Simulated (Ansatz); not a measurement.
**Single-point calculation of Ni (part 2 of 2)**

The same run, continued: Ni (slab, 5 atoms in the cell); DFT, PBEsol, all-electron LAPW, scalar-relativistic, spin-polarised (Ansatz 0.2.0); 17×17×1 k-mesh, Fermi–Dirac smearing of 0.1 eV, collinear spins. 

Geometry of the input (Å; fractional positions):
```
2.4497  0.0000  0.0000
0.0000  2.4497  0.0000
0.0000  0.0000  22.9287
Ni 0.0000  0.0000  0.3489
Ni 0.5000  0.5000  0.4245
Ni 0.0000  0.0000  0.5000
Ni 0.5000  0.5000  0.5755
Ni 0.0000  0.0000  0.6511
```

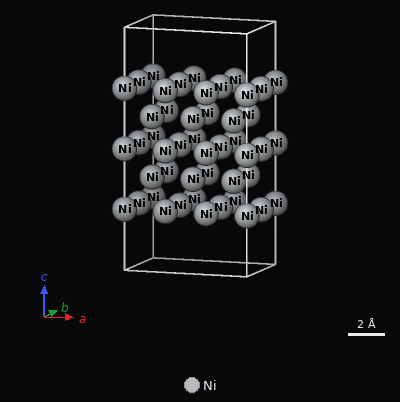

**Figure 1.** The structure (spheres-only view of the 3 × 2 repeat of the cell, with the vacuum cut short, seen slightly off an axis).

```
SCF converged after 19 iterations
Magnetization: 3.3134 μB (46.6567 up, 43.3433 down)
Absolute magnetization: 3.7191 μB (∫|ρ↑−ρ↓|)
Spin contamination: 0.0411 ħ² per cell (⟨S²⟩ above its minimum at these occupations)
Per-site moments (μB) at R_I (Å): [(0.7433913824400626, 1.2248299946953836), (0.6495677307715173, 1.2248299946953836), (0.6540578235598122, 1.2248299946953836), (0.6495628281691026, 1.2248299946953836), (0.7433809371607758, 1.2248299946953836)]
Free energy (F): -206738.736008 eV
Harris-Foulkes:  -206738.736008 eV  (|F-HF|=9.52e-8)
Internal energy: -206738.451781 eV  (E = F + TS)
E sigma→0 (E₀):  -206738.593895 eV
Entropy (-TS):   -0.284227 eV (-56.845 meV/atom)
Fermi energy:    4.169851 eV
Dipole field:    D = -0.000000 V/Å  (p = -0.000000 e·Å, saw-weighted, corrected)
Work function:   Φ+ = 5.0542 eV   Φ− = 5.0542 eV
Levels:          The Fermi level and band energies are counted from a zero that moves with the ramp; work functions are not
--- Per-component energies (eV) ---
  E_band       = -2666.686518
  E_kinetic    = 210020.928161
  E_xc         = -8474.781159
  E_efield     = 0.000000  (sawtooth field / dipole correction)
  E_electrostatic = -408284.598783  (all electrons and nuclei)
  E_smearing   = -0.284227  (= −TS)
  E_closure    = 0.000000  (closes the sum)
  E_atoms      = -206701.727222  (free atoms, spherical and without spin; not in F)
  Σ components = -206738.736008   (vs F -206738.736008, Δ=0.00e0)
  Basis errors (estimates in eV, not in F): energy 2.9e-4 per atom: plane waves 2.6e-4 (1.4e-4 summed), levels above the bands 8.3e-44, relativity 1.3e-8, radial functions 2.9e-5, core shells 6.6e-10; eigenvalues (radial functions only) 7.3e-7; not estimated: angular momenta, meshes, grids; target (lapw.basis_error) 1.0e-3; muffin-tin radii Ni 1.225 Å
--- Forces (eV/Å), atoms counted from 1 ---
  atom   1  Ni    -0.00000000     0.00000000     0.34719709
  atom   2  Ni    -0.00000000     0.00000000    -0.39685034
  atom   3  Ni     0.00000000     0.00000000     0.00000265
  atom   4  Ni     0.00000000     0.00000000     0.39686946
  atom   5  Ni     0.00000000     0.00000000    -0.34732504
  max |Σ_I F_I| component: 1.06e-4 eV/Å
--- Stress (GPa, compression-positive) ---
       -2.800124       0.000000       0.000000
        0.000000      -2.800124       0.000000
        0.000000       0.000000      -1.198478
  P = ⅓ Tr σ = -2.2662 GPa (-22.662 kbar)
--- Band table (eV; the first three rows and the last of 90) ---
  k-point 0 ↑: bands = ["-99.2615", "-99.2410", "-99.2220", "-98.8939", "-98.8939", "-59.8740", "-59.7911", "-59.7249", "-59.7249", "-59.7011", "-59.6906", "-59.6906", "-59.6562", "-59.6562", "-59.4136", "-59.4136", "-59.4136", "-59.4136", "-59.3061", "-59.3058", "-4.8533", "-3.5786", "-1.8851", "-0.6831", "-0.6643", "-0.1480", "0.2876", "0.8178", "1.3043", "1.5567", "1.7579", "1.7579", "2.2021", "2.2021", "2.2903", "2.5555", "2.7880", "2.8199", "2.8199", "2.8830", "2.9317", "3.1170", "3.3739", "3.3812", "3.3812", "3.5639", "3.6351", "3.6772", "3.6772", "4.5840", "5.9107", "9.0175", "9.3737", "10.2088", "11.5937", "12.7978", "14.8830"]
  k-point 1 ↑: bands = ["-99.2607", "-99.2405", "-99.2218", "-98.8934", "-98.8934", "-59.8726", "-59.7928", "-59.7275", "-59.7239", "-59.7095", "-59.6902", "-59.6876", "-59.6609", "-59.6563", "-59.4181", "-59.4181", "-59.4133", "-59.4133", "-59.3057", "-59.3054", "-4.7615", "-3.4925", "-1.8089", "-0.6171", "-0.6096", "-0.1176", "0.3122", "0.8337", "1.3115", "1.5809", "1.7457", "1.7709", "2.0564", "2.1936", "2.4417", "2.4687", "2.5979", "2.7662", "2.7931", "2.9166", "3.1398", "3.1987", "3.2186", "3.2537", "3.4676", "3.5237", "3.5400", "3.6138", "3.6909", "4.8206", "6.1677", "9.1041", "9.4674", "10.2930", "11.6837", "12.8711", "14.9658"]
  k-point 2 ↑: bands = ["-99.2583", "-99.2391", "-99.2214", "-98.8921", "-98.8921", "-59.8685", "-59.7987", "-59.7346", "-59.7264", "-59.7210", "-59.6889", "-59.6861", "-59.6740", "-59.6569", "-59.4309", "-59.4308", "-59.4125", "-59.4124", "-59.3045", "-59.3043", "-4.4895", "-3.2399", "-1.5925", "-0.4551", "-0.4356", "-0.0278", "0.3897", "0.8857", "1.3239", "1.6456", "1.7229", "1.8073", "1.9021", "2.1575", "2.1658", "2.5605", "2.6296", "2.6452", "2.8135", "2.8657", "2.9866", "3.0651", "3.1236", "3.1572", "3.4605", "3.4635", "3.6043", "3.6955", "3.7260", "5.3349", "6.7806", "9.3632", "9.7484", "10.5446", "11.9535", "13.0881", "15.2126"]
  k-point 44 ↓: bands = ["-98.3860", "-98.3860", "-98.3825", "-97.9589", "-97.9589", "-59.0675", "-59.0673", "-59.0157", "-59.0143", "-58.9642", "-58.9588", "-58.9509", "-58.9467", "-58.9373", "-58.6332", "-58.6332", "-58.6331", "-58.6331", "-58.4427", "-58.4427", "-0.2075", "-0.1554", "0.2939", "0.4850", "0.4879", "0.7621", "0.9873", "1.0592", "1.0626", "1.9307", "1.9451", "3.0437", "3.0603", "3.6221", "3.7141", "4.0462", "4.1263", "4.1691", "4.1772", "4.2795", "4.5035", "4.5368", "4.5619", "4.8393", "4.8590", "7.2104", "7.5996", "9.1549", "9.5683", "11.4178", "11.9635", "13.7281", "14.1335", "14.4679", "14.5782", "14.6647", "15.0468"]
--- Löwdin populations: 5 sites ---
  site symbol       q [e]    m [muB]
     0     Ni     27.8003     0.7463
     1     Ni     27.7716     0.6546
     2     Ni     27.7800     0.6577
     3     Ni     27.7716     0.6546
     4     Ni     27.8003     0.7463
  spilling = 0.007687 (of n_electrons = 140.000000)
```

**File populations.tsv**
```
# site	symbol	l	j	q_up	q_dn
# orbitals = lowdin
# n_electrons = 140.000000
# spilling = 0.007687
# projection_atom_Ni: 1s2 2s2 2p6 3s2 3p6 3d8 4s2
0	Ni	0_1S	-	0.999997	0.999997
0	Ni	0_2S	-	0.999830	0.999832
0	Ni	0_3S	-	0.995989	0.996070
0	Ni	0_4S	-	0.486837	0.490928
0	Ni	1_2P	-	2.999997	2.999998
0	Ni	1_3P	-	2.999145	2.999052
0	Ni	2_3D	-	4.791485	4.041094
1	Ni	0_1S	-	0.999995	0.999995
1	Ni	0_2S	-	0.999750	0.999755
1	Ni	0_3S	-	0.993989	0.994126
1	Ni	0_4S	-	0.482580	0.495504
1	Ni	1_2P	-	2.999997	2.999998
1	Ni	1_3P	-	2.999354	2.999309
1	Ni	2_3D	-	4.737450	4.069831
2	Ni	0_1S	-	0.999995	0.999995
2	Ni	0_2S	-	0.999748	0.999752
2	Ni	0_3S	-	0.993940	0.994092
2	Ni	0_4S	-	0.487978	0.501053
2	Ni	1_2P	-	2.999997	2.999998
2	Ni	1_3P	-	2.999301	2.999260
2	Ni	2_3D	-	4.737882	4.066990
3	Ni	0_1S	-	0.999995	0.999995
3	Ni	0_2S	-	0.999750	0.999755
3	Ni	0_3S	-	0.993989	0.994126
3	Ni	0_4S	-	0.482580	0.495503
3	Ni	1_2P	-	2.999997	2.999998
3	Ni	1_3P	-	2.999354	2.999309
3	Ni	2_3D	-	4.737450	4.069836
4	Ni	0_1S	-	0.999997	0.999997
4	Ni	0_2S	-	0.999830	0.999832
4	Ni	0_3S	-	0.995989	0.996070
4	Ni	0_4S	-	0.486837	0.490927
4	Ni	1_2P	-	2.999997	2.999998
4	Ni	1_3P	-	2.999145	2.999052
4	Ni	2_3D	-	4.791486	4.041106
```

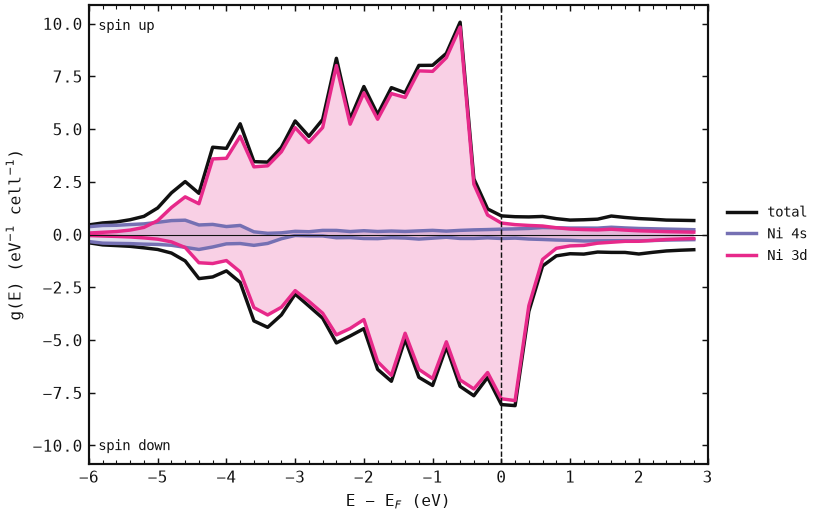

**Figure 2.** Density of states (projected on atomic shells), with energies from the Fermi level. There are states at the Fermi level: a metal at this level of theory.

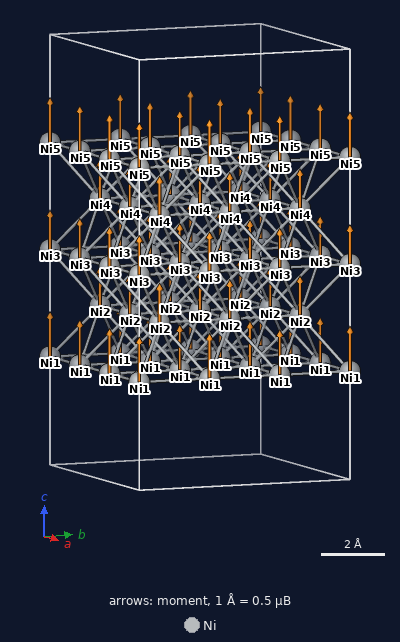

**Figure 3.** Magnetic moments of the sites as orange arrows (ball-and-stick view of the 3 × 3 repeat of the cell, with the vacuum cut short, seen slightly off an axis; atoms are numbered from 1 in the order of the input); small moments hardly show. The run is collinear, so the axis drawn is arbitrary. Site moments: Ni1, Ni5 (0.74 μB); Ni2, Ni3, Ni4 (0.65 μB). They are counted near the atoms and needn't add up to the moment of the cell.

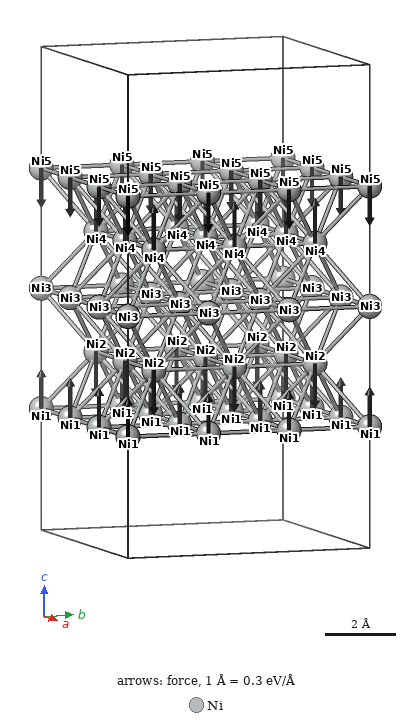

**Figure 4.** Forces on the atoms as black arrows (ball-and-stick view of the 3 × 3 repeat of the cell, with the vacuum cut short, seen slightly off an axis; atoms are numbered from 1 in the order of the input). The largest act on Ni2, Ni4 (0.40 eV/Å); Ni1, Ni5 (0.35 eV/Å). The geometry is not a stationary point of this energy.

**Summary**

```csv
quantity,value
outcome,converged
electrons in bands (core shells apart),90
free energy,−206738.7360 eV
Fermi energy,4.170 eV
net moment of the cell,3.31 μB
integrated absolute moment,3.72 μB
electronic character,metal
largest force (length of the vector),0.397 eV/Å
wall time,5.5 min (CPU time 16 min)
peak memory,1.4 GiB
```
